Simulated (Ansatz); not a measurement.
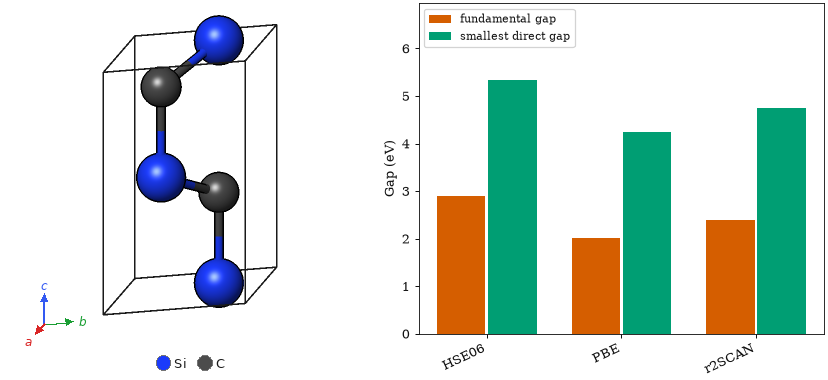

Gaps of SiC, space group P6_3mc, 4 atoms in the cell, wurtzite type, epitaxial (xy) strain −2.0%, at several levels of theory on one cell (Ansatz, plane waves and PAW; edges over the mesh and the special points).

How does the gap depend on the level, and does its kind change?

Answer. In rising order: PBE 2.02 eV, r2SCAN 2.40 eV and HSE06 2.91 eV. It is indirect at every level.
